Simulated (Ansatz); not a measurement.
Cl: several calculations on one system

### Relaxation

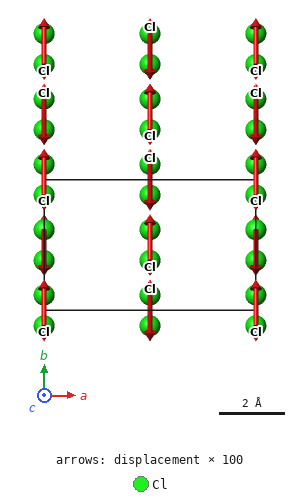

A relaxation of solid Cl (set up in Cmce). The starting structure is drawn; red arrows show the displacements (the part carried along by the change of the cell is left out), 100 times their true length.

A ball-and-stick model of the cell of the calculation, repeated 1 × 2 × 1 with one cell outlined, seen along the c axis.

Case: uniaxial strain along c of +4.5 %; a, b and atoms relaxed.

These are results of DFT PBE+D3(BJ), scalar-relativistic, plane waves, PAW in Ansatz 0.2.0, not measurements.

Input file:
```yaml
crystal:
  lattice:
    - [6.5173063532, 0.0, 0.0]
    - [0.0, 4.0230072928, 0.0]
    - [0.0, 0.0, 8.4563441007]
  atoms:
    - { symbol: Cl, position: [0.5, 0.3822789439, 0.1080718807] }
    - { symbol: Cl, position: [0.5, 0.8822789439, 0.3919281193] }
    - { symbol: Cl, position: [0.5, 0.6177210561, 0.8919281193] }
    - { symbol: Cl, position: [0.5, 0.1177210561, 0.6080718807] }
    - { symbol: Cl, position: [0.0, 0.8822789439, 0.1080718807] }
    - { symbol: Cl, position: [0.0, 0.3822789439, 0.3919281193] }
    - { symbol: Cl, position: [0.0, 0.1177210561, 0.8919281193] }
    - { symbol: Cl, position: [0.0, 0.6177210561, 0.6080718807] }
basis:
  ecutwfc: 420
kpoints:
  mp_grid: { grid: [4, 8, 4] }
hamiltonian:
  xc: pbe
  dispersion: d3bj
scf:
  occupations: { method: gaussian, width: 0.02 }
output:
  forces: true
  stress: true
  eigenvalues: true
relax:
  adjacent_minimum: "off"
  f_tol: 0.008
  max_steps: 40
  cell: { stress_tol: 0.015, fix: [c, angles] }
```

Run as
```bash
ansatz run input.yaml --threads 1 --pin off --max-ram 2560MiB --backend cpu --events-out ev --progress --plain --runs-dir out
```

Q: What happened in the run?

A: The largest moves relative to the cell, 0.015 Å, are those of 8 atoms (Cl1, Cl2, Cl3, Cl4 and others). Cl1 goes roughly along [0 3 −1]. The drawn cell changes at constant volume: a 6.517 → 6.644 Å (+1.9 %), b 4.023 → 3.948 Å (−1.9 %), c unchanged at 8.456 Å. Some distances before and after: Cl1–Cl3 2.059 → 2.029 Å. The space group stays Cmce (No. 64). The energy falls by 31.8 meV per cell of the calculation in 5 accepted moves (6 points after the start). The largest force component goes from 0.36 to 0.00011 eV/Å. Pressure: −1.21 GPa at the start and −0.24 GPa at the end. The SCF was repeated once at an unchanged geometry on a basis and grid sized afresh for the cell, which shifted the energy by less than 0.05 meV per cell of the calculation at most.

### Relaxation

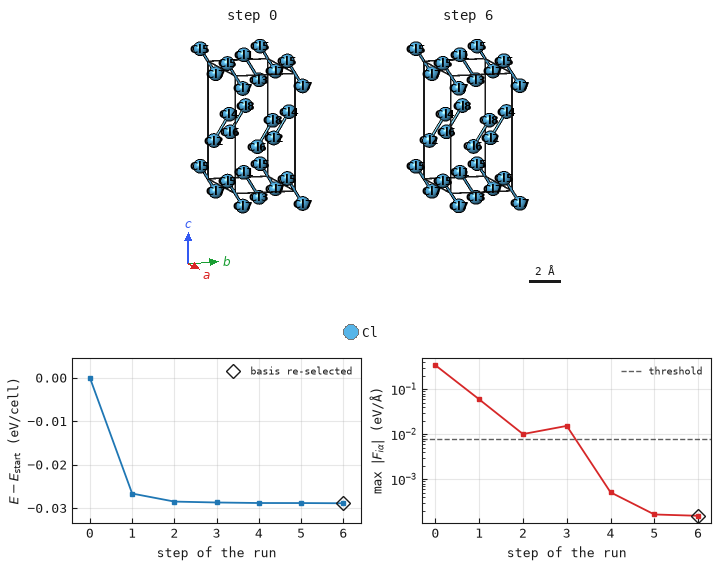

First and last geometry of a relaxation of crystalline Cl (set up in Cmce), with the history of the run. A ball-and-stick model of the cell of the calculation, seen slightly off an axis.

Case: uniaxial strain along c of -3.0 %; a, b and atoms relaxed.

Theory: DFT PBE+D3(BJ), scalar-relativistic, plane waves, PAW in Ansatz 0.2.0. (plane-wave cutoff 420 eV; k-point mesh 4 × 8 × 4; occupations gaussian; smearing width 0.02 eV; no spin polarisation; cell relaxed at fixed c, angles; force threshold 0.008 eV/Å; at most 40 steps)

Question: Did the run converge, and what did it change?

Answer: It converged. After 5 accepted moves (6 points after the start) the energy has fallen by 28.9 meV per cell of the calculation. Largest force component: 0.34 eV/Å at the start, 0.00015 eV/Å at the end. The pressure goes from 1.25 to 0.13 GPa. At 1 point the geometry stayed and the basis and grid were re-selected for the new cell (energy shift of less than 0.05 meV per cell of the calculation at most each time). The largest moves relative to the cell, 0.013 Å, are those of 8 atoms (Cl1, Cl2, Cl3, Cl4 and others). Cl4 goes along +b. The volume changes by +1.0 %, with a 6.641 → 6.567 Å (−1.1 %), b 4.099 → 4.187 Å (+2.1 %), c unchanged at 7.849 Å. Some distances before and after: Cl1–Cl3 2.008 → 2.033 Å. The space group stays Cmce (No. 64). The run took 2.1 min on 1 thread of Intel(R) Xeon(R) Platinum 8259CL CPU @ 2.50GHz (Skylake/Cascade Lake), on a shared host, peak memory 0.62 GiB.

### A change

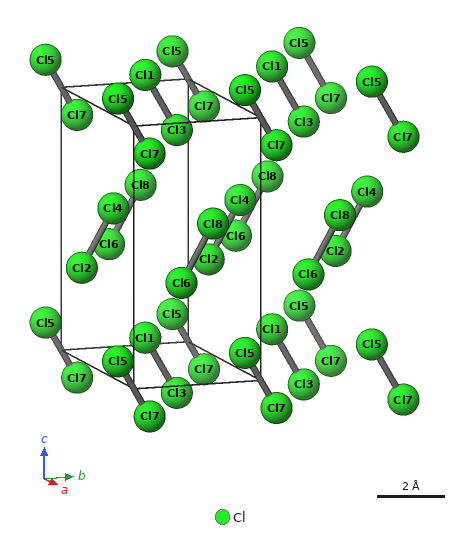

This is solid Cl (set up in Cmce). A ball-and-stick model of the cell of the calculation, repeated 1 × 2 × 1 with one cell outlined, seen slightly off an axis.

Theory: DFT PBE+D3(BJ), scalar-relativistic, plane waves, PAW in Ansatz 0.2.0. Set-up: plane-wave cutoff 420 eV; k-point mesh 4 × 8 × 4; occupations gaussian; smearing width 0.02 eV; no spin polarisation.

Change: Uniaxial strain along c, −4.5 %, is applied. The a and b axes and the atoms are relaxed.

Input
```yaml
crystal:
  lattice:
    - [6.6656142096, 0.0, 0.0]
    - [0.0, 4.1145548671, 0.0]
    - [0.0, 0.0, 7.7280465226]
  atoms:
    - { symbol: Cl, position: [0.5, 0.3691033668, 0.109081503] }
    - { symbol: Cl, position: [0.5, 0.8691033668, 0.390918497] }
    - { symbol: Cl, position: [0.5, 0.6308966332, 0.890918497] }
    - { symbol: Cl, position: [0.5, 0.1308966332, 0.609081503] }
    - { symbol: Cl, position: [0.0, 0.8691033668, 0.109081503] }
    - { symbol: Cl, position: [0.0, 0.3691033668, 0.390918497] }
    - { symbol: Cl, position: [0.0, 0.1308966332, 0.890918497] }
    - { symbol: Cl, position: [0.0, 0.6308966332, 0.609081503] }
basis:
  ecutwfc: 420
kpoints:
  mp_grid: { grid: [4, 8, 4] }
hamiltonian:
  xc: pbe
  dispersion: d3bj
scf:
  occupations: { method: gaussian, width: 0.02 }
output:
  forces: true
  stress: true
  eigenvalues: true
relax:
  adjacent_minimum: "off"
  f_tol: 0.008
  max_steps: 40
  cell: { stress_tol: 0.015, fix: [c, angles] }
```

Run as
```bash
ansatz run input.yaml --threads 1 --pin off --max-ram 2560MiB --backend cpu --events-out ev --progress --plain --runs-dir out
```

### What does the calculation give for the changed structure?

Energy change: +2.3 meV per atom. The pressure goes from 0.0 to 0.2 GPa. The principal stresses (compression positive) are 0.5 GPa along c and none across it. The drawn cell changes as follows: a 6.591 → 6.561 Å (−0.5 %), b 4.069 → 4.250 Å (+4.5 %), c 8.092 → 7.728 Å (−4.5 %); the volume changes by −0.7 %. The largest moves relative to the cell, 0.040 Å, are those of 8 atoms (Cl1, Cl2, Cl3, Cl4 and others). Cl4 goes along +b. The space group stays Cmce (No. 64).

Drawn alike, the variant:

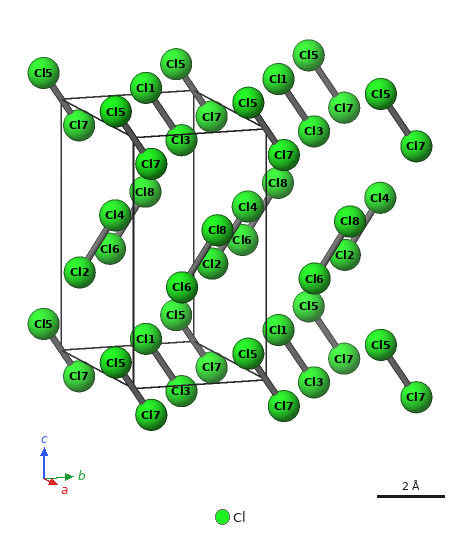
